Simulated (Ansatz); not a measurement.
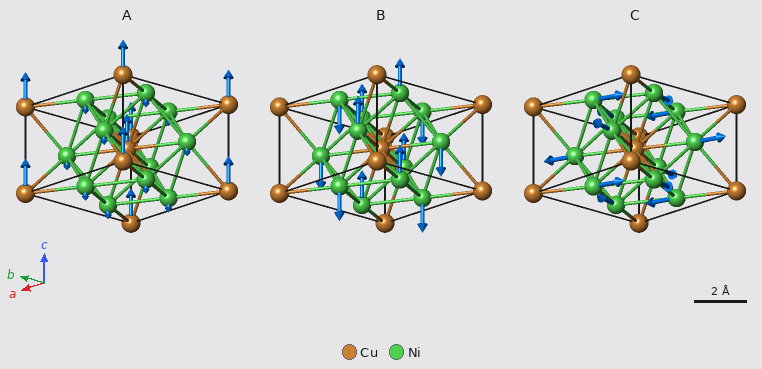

Modes of a crystal of CuNi$_{4}$ (a generated structure), space group I4/m (No. 87), at the zone centre. Displacements are drawn as blue arrows; their common scale and sign are arbitrary. The picture is a ball-and-stick view of the conventional cell (2 times the calculation's cell), seen from a free direction. Lengths and directions refer to the drawn axes.

Method: DFT PBE, scalar-relativistic, plane waves, PAW (Ansatz 0.2.0).

The frequencies depend somewhat on the k-mesh and the smearing.

> Which are infrared-active and which Raman-active?

A is A_u, infrared-active by symmetry (220 cm⁻¹). B is B_u, silent by symmetry (neither infrared- nor Raman-active) (226 cm⁻¹). C is A_g, Raman-active by symmetry (187 cm⁻¹). The crystal has a centre of inversion, so no mode is both. In a metal the free carriers screen the infrared response.
